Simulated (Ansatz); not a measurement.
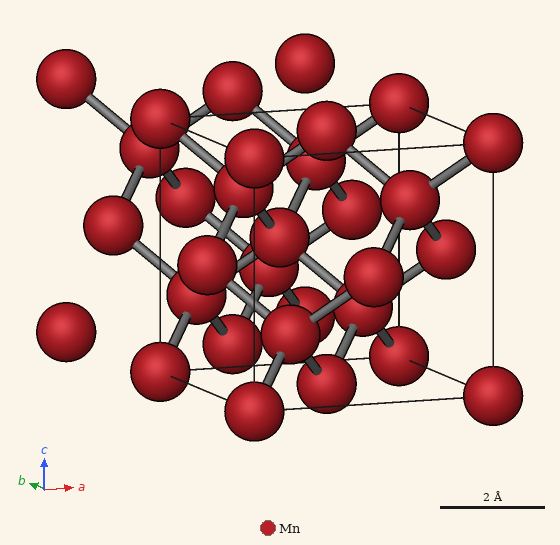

Reference structure: solid Mn (a generated structure, set up in Fd-3m). A ball-and-stick model of the conventional cell (4 times the calculation's cell), repeated 1 × 2 × 1 with one cell outlined, seen slightly off an axis. Lengths and directions refer to the drawn axes.

Method: Ansatz 0.2.0, DFT, PBE, all-electron PAW with datasets made for the crystal, scalar-relativistic. (plane-wave cutoff 440 eV; k-point mesh 13 × 13 × 13; occupations fermi dirac; smearing width 0.05 eV; collinear spin)

Change: All lengths are scaled by +1.3 % (volume +4.0 %), the atoms keeping their fractional coordinates. No relaxation follows.

**What does the calculation give for the changed structure?**

Some distances before and after: Mn–Mn 2.144 → 2.172 Å. The space group stays Fd-3m (No. 227). Energy change: −24.1 meV per atom. The pressure goes from 8.2 to 4.6 GPa. All forces vanish by symmetry. The absolute magnetisation per cell goes from 3.40 to 3.88 μB (net moment 0.00 and 0.00 μB).
